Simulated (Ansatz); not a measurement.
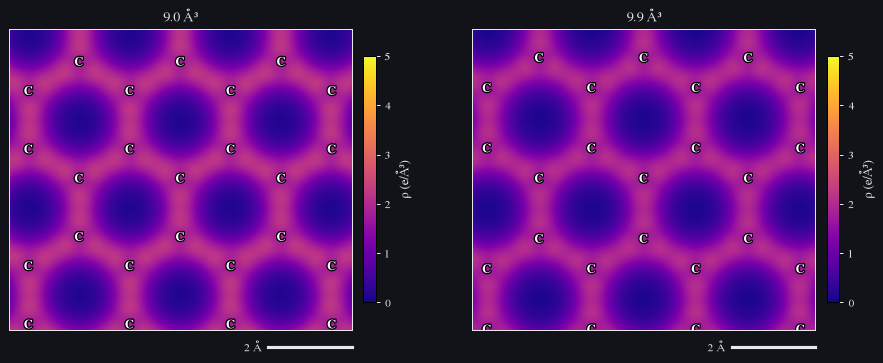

C. The valence charge density (pseudo) of cells scaled evenly to different volumes (given per atom above each panel), on the (001) plane of each (indices in the axes of the cell below), at one length scale and on one colour scale.

A structure from a database of computed crystals, not necessarily the ambient phase.

The calculation used Kohn-Sham DFT of a periodic cell, r2SCAN, Ansatz PAW (Ansatz 0.2.0).

In a PAW calculation such maps are meaningful between the atoms, not at the nuclei.

The largest cell:

```cif
data_structure
_symmetry_space_group_name_H-M 'P 1'
_symmetry_Int_Tables_number 1
_cell_length_a 2.5043
_cell_length_b 2.5043
_cell_length_c 7.3140
_cell_angle_alpha 90.000
_cell_angle_beta 90.000
_cell_angle_gamma 120.000
_cell_volume 39.72
loop_
_atom_site_label
_atom_site_type_symbol
_atom_site_fract_x
_atom_site_fract_y
_atom_site_fract_z
_atom_site_occupancy
C1 C 0.91662 0.08338 0.75314 1
C2 C 0.41662 0.58338 0.24686 1
C3 C 0.08338 0.91662 0.24686 1
C4 C 0.58338 0.41662 0.75314 1
```

| volume (Å³/atom) | C–C contact in the plane (Å) | ρ at its midpoint (e/Å³) | pressure (GPa) | 
| --- | --- | --- | --- |
| 8.99 | 1.399 | 2.150 | 11.7 | 
| 9.56 | 1.428 | ? | ? | 
| 9.93 | 1.445 | 1.961 | −14.2 | 

Estimate the missing row, and compare with the calculation.

Answer. Over the known rows ln ρ falls by 2.00 per Å of C–C distance (the line through the two), which gives 2.029 e/Å³ at 1.428 Å; the calculation gives 2.031 e/Å³. For the pressure, a straight line in volume between the neighbouring rows gives −4.0 GPa; the calculation gives −5.2, lower because pressure rises ever faster on compression.
